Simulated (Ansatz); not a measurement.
## Single-point calculation of AlN

- system: AlN (P6₃mc, 4 atoms in the cell)
- method: DFT r2SCAN, scalar-relativistic, plane waves, PAW, no spin polarisation (Ansatz 0.2.0)

The structure derives from an entry of the Crystallography Open Database. Figures and captions count atoms from 1; the log counts them from 0 in places.

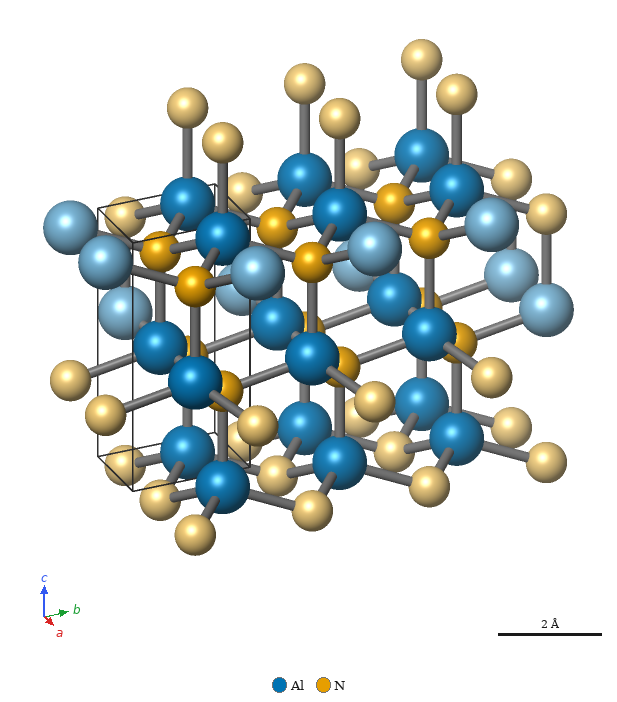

Figure 1. The structure (ball-and-stick view of the cell of the calculation, repeated 2 × 3 × 1, seen slightly off an axis; neighbours outside the cell are drawn fainter). An atom can appear more than once, as a periodic image.

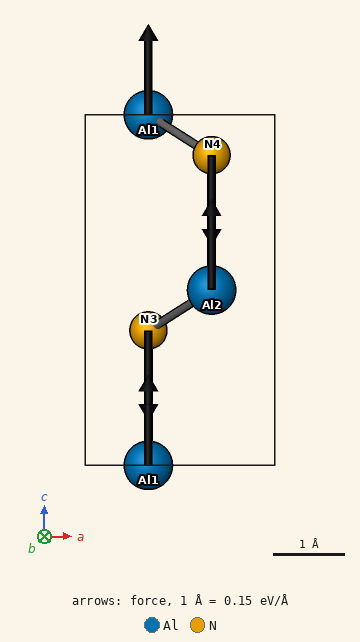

Figure 2. Forces on the atoms as black arrows (ball-and-stick view of the cell of the calculation, along the b axis; atoms are numbered from 1 in the order of the input). The largest act on Al1, Al2 (0.19 eV/Å); N3, N4 (0.19 eV/Å). The geometry is not a stationary point of this energy.

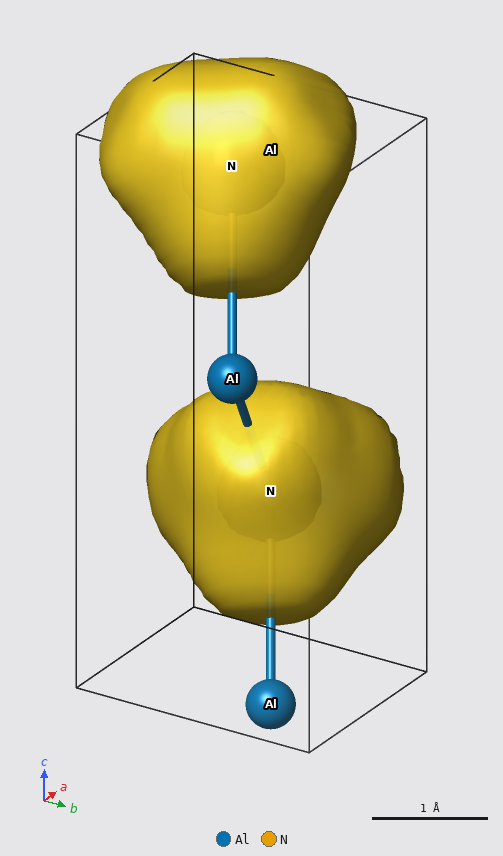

Figure 3. Isosurface of the ELF at 0.7 (yellow), seen at an oblique angle. Only the valence region is drawn (cores and ρ < 0.01 e/Å³ removed). Sticks mark near contacts. The outline is the cell set on symmetry axes. Profiles from the grid: Al–N (1.89 Å): the ELF is about 0.85 at the midpoint. Core electrons are frozen (PAW), so the fields are smoothed inside the atomic spheres.

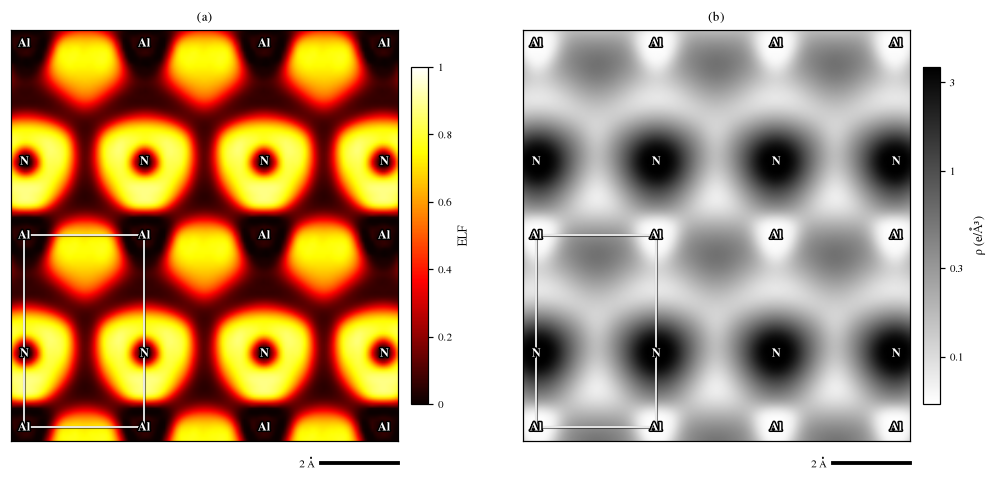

Figure 4. (a) electron localisation function; (b) valence charge density (pseudo) on the (010) plane of the conventional cell. Atoms in the plane: Al and N. Away from the nuclei the density in this plane falls to 0.07 e/Å³ at its lowest.

The input and output of the run follow.

The input:
```yaml
crystal:
  lattice:
    - [3.1110021516, 0.0, 0.0]
    - [-1.5555010758, 2.6942068945, 0.0]
    - [0.0, 0.0, 4.978]
  atoms:
    - { symbol: Al, position: [0.3333333333, 0.6666666667, 0.0] }
    - { symbol: Al, position: [0.6666666667, 0.3333333333, 0.5] }
    - { symbol: "N", position: [0.3333333333, 0.6666666667, 0.385] }
    - { symbol: "N", position: [0.6666666667, 0.3333333333, 0.885] }
basis:
  ecutwfc: 500
kpoints:
  mp_grid: { grid: [12, 12, 6] }
hamiltonian:
  xc: r2scan
scf:
  occupations: { method: gaussian, width: 0.05 }
output:
  forces: true
  stress: true
  eigenvalues: true
  write_density: true
  write_potential: true
  elf: true
  volumetric_format: npy
```

Launch command:
```bash
ansatz run input.yaml --threads 1 --pin off --max-ram 2560MiB --backend cpu --events-out ev --progress --plain --runs-dir out
```

The program's output:
```
Engine: ansatz 0.2.0, x86_64-unknown-linux-gnu
Pseudopotentials: kind: paw
Pseudopotential: Al, paw, valence charge 3, recommended cutoff 500 eV (meta_gga), Al.paw.azcp
Pseudopotential: N, paw, valence charge 5, recommended cutoff 500 eV (meta_gga), N.paw.azcp
Functional definition: r2SCAN
  parameter k0 = 0.174
  parameter k1 = 0.065
  parameter a1 = 4.9479
  exchange = r2scan_x(k0 = k0, k1 = k1, a1 = a1)
  correlation = r2scan_c
Crystal: 4 atoms, lattice volume = 41.724 Å³
Basis set: ecut = 500 eV, 1087 PW (Γ), exchange–correlation on 96×96×160 points (64 copies of the dense FFT grid, shifted against one another)
Bands: 12, of which v1, the nominal top of the filled ones, is band 8 counted from 1 (7 counted from 0)
Symmetry: 12 space group operations
Space group: P63mc (ITA 186), of the structure as read, at distance tolerance 3.5e-5 Å
k-points: 76 of 864 (time reversal used)
Non-local potential: Al, projectors of the file, l = 0: 2, l = 1: 2, l = 2: 1
Non-local potential: N, projectors of the file, l = 0: 2, l = 1: 2, l = 2: 1
PAW form: soft (Blöchl's): semilocal exchange-correlation on the pseudo side does not see the compensation charge
PAW frozen core: Al, regenerated for the run's functional (the file was generated under x = pbe(κ = 0.804, μ = 0.2195149727645171), c = pbe(β = 0.06672455060314922))
PAW frozen core: N, regenerated for the run's functional (the file was generated under x = pbe(κ = 0.804, μ = 0.2195149727645171), c = pbe(β = 0.06672455060314922))
PAW one-centre angular grid: Al, 302 points (default); XC on 160 Gauss nodes
PAW one-centre angular grid: N, 302 points (default); XC on 160 Gauss nodes
Initial density: superposition of atomic densities (neutral atoms: chi_scale 0, normalization atom), corrected by the library's trained network
Initial wavefunctions: pseudopotential atomic-orbital guess
Functional: x = r2scan, c = r2scan; τ floored in thin density (d = 2e-4 eV/Å³)
SCF iter   1: F=—  HF=-1856.825381 eV  |F-HF|=—  |Δ(HF+E_count)|=         —  Δρ=6.55e-3  dr2=1.76e-2  dr2_τ=3.12e-1  ethr=1.77e-3  ⟨swp⟩=5.7  Hψ=6031  notcnv=0
preconditioner: auto → none  [insulator: Δε(μ)=4.700 eV  Ē_g=14.213 eV  σ=0.050 eV  W_gap=1.00  n_scr=2 (ndim 8)  ℏωp=23.0 eV  f_vac=0.000  D(μ)=0.00/eV (n_scr^D=0)  ε∞_Penn≈3.6]
SCF iter   2: F=—  HF=-1856.967392 eV  |F-HF|=—  |Δ(HF+E_count)|=   1.42e-1  Δρ=4.51e-3  dr2=3.82e-3  dr2_τ=2.95e-4  ethr=1.10e-4  ⟨swp⟩=2.6  Hψ=2508  notcnv=0
SCF iter   3: F=—  HF=-1856.967068 eV  |F-HF|=—  |Δ(HF+E_count)|=   3.24e-4  Δρ=6.76e-4  dr2=1.41e-4  dr2_τ=5.90e-5  ethr=2.39e-5  ⟨swp⟩=1.1  Hψ=927  notcnv=0
SCF iter   4: F=—  HF=-1856.967055 eV  |F-HF|=—  |Δ(HF+E_count)|=   1.28e-5  Δρ=1.89e-4  dr2=1.57e-5  dr2_τ=9.20e-7  ethr=8.79e-7  ⟨swp⟩=2.1  Hψ=1434  notcnv=0
SCF iter   5: F=—  HF=-1856.967049 eV  |F-HF|=—  |Δ(HF+E_count)|=   5.79e-6  Δρ=4.51e-5  dr2=9.98e-7  dr2_τ=1.03e-7  ethr=9.82e-8  ⟨swp⟩=2.0  Hψ=1486  notcnv=0
SCF iter   6: F=—  HF=-1856.967049 eV  |F-HF|=—  |Δ(HF+E_count)|=   3.03e-8  Δρ=2.12e-5  dr2=2.22e-7  dr2_τ=4.25e-9  ethr=6.25e-10  ⟨swp⟩=9.1  Hψ=6854  notcnv=0
SCF iter   7: F=-1856.967049 eV  HF=-1856.967049 eV  |F-HF|=9.02e-9  |Δ(HF+E_count)|=   2.16e-8  Δρ=5.87e-6  dr2=1.70e-8  dr2_τ=3.84e-10  ethr=6.25e-10  ⟨swp⟩=7.0  Hψ=4688  notcnv=0
SCF 1 converged in 7 iterations: F = -1856.967049 eV  dr2 = 1.70e-8
  greatest PAW one-centre occupation: 0.794 electrons in one spin orbital (limit 2), on the N atom at site 3 (counted from 0), in its partial waves of l = 0
SCF converged after 7 iterations
Free energy (F): -1856.967049 eV
Harris-Foulkes:  -1856.967049 eV  (|F-HF|=9.02e-9)
Internal energy: -1856.967049 eV  (E = F + TS)
E sigma→0 (E₀):  -1856.967049 eV
Fermi energy:    9.361014 eV
--- Per-component energies (eV) ---
  E_band       = 22.786912
  E_kinetic    = 321.121069
  E_local      = -449.193484  (includes V_loc(G=0)·N_el)
  E_nonlocal   = 108.459806
  E_hartree    = 157.503326
  E_xc         = -197.750341
  E_vxc        = -238.395084  (∫ρ·V_xc dr)
  E_paw        = -1204.893428  (= ΣΔE_a)
  E_vpaw       = -47.012052  (= ΣTr[D̂ρ^β])
  E_aug_tail   = 0.000037  (compensation charges beyond the density's cutoff)
  E_vtau       = 12.802890  (kinetic-family band-sum trace: ∫τ·v_τ [+ j·A + Jᵃ·Aᵃ] dr)
  E_ewald      = -592.034687
  E_core_change = -0.179345  (= ΣΔE_core)
  E_smearing   = -0.000000  (= −TS)
  E_closure    = -0.000000  (closes the sum)
  Σ components = -1856.967049   (vs F -1856.967049, Δ=0.00e0)
--- Forces (eV/Å), atoms counted from 1 ---
  atom   1  Al     0.00000000    -0.00000000     0.19410772
  atom   2  Al     0.00000000     0.00000000     0.19410772
  atom   3  N      0.00000000     0.00000000    -0.19393204
  atom   4  N      0.00000000    -0.00000000    -0.19393204
  max |Σ_I F_I| component: 3.51e-4 eV/Å
--- Stress (GPa, compression-positive) ---
       -0.093665       0.000000       0.000000
       -0.000000      -0.093665       0.000000
        0.000000       0.000000      -1.621208
  P = ⅓ Tr σ = -0.6028 GPa (-6.028 kbar)
--- Band table (eV; the first three rows and the last of 76) ---
  k-point 0: bands = ["-9.0657", "-6.9551", "0.8664", "5.9854", "5.9854", "6.6522", "6.6522", "6.9622", "11.7598", "14.4007", "18.5283", "18.9129"]
  k-point 1: bands = ["-8.9590", "-7.1529", "1.2356", "6.0277", "6.0277", "6.3565", "6.6051", "6.6051", "12.2613", "14.4619", "18.3391", "18.8747"]
  k-point 2: bands = ["-8.6506", "-7.6306", "2.2160", "5.0377", "6.1449", "6.1449", "6.4782", "6.4782", "13.2560", "14.4974", "18.0392", "18.9194"]
  k-point 75: bands = ["-6.5706", "-6.5706", "2.0356", "2.0356", "2.9762", "2.9762", "6.1193", "6.1193", "15.0670", "15.0670", "15.5018", "15.5018"]
```

Summary:

| quantity | value |
| --- | --- |
| outcome | converged |
| space group (tolerance 0.01 Å) | P6₃mc (186) |
| electrons treated | 16 |
| free energy | −1856.9670 eV |
| Fermi energy | 9.361 eV |
| gap on the k-point mesh | 4.80 eV |
| pressure | −0.60 GPa |
| largest force (length of the vector) | 0.194 eV/Å |
| hardware | 1 thread of AMD EPYC (Zen 5), 32 GiB of memory available, shared host |
| wall time | 3.3 s |
| peak memory | 0.5 GiB |
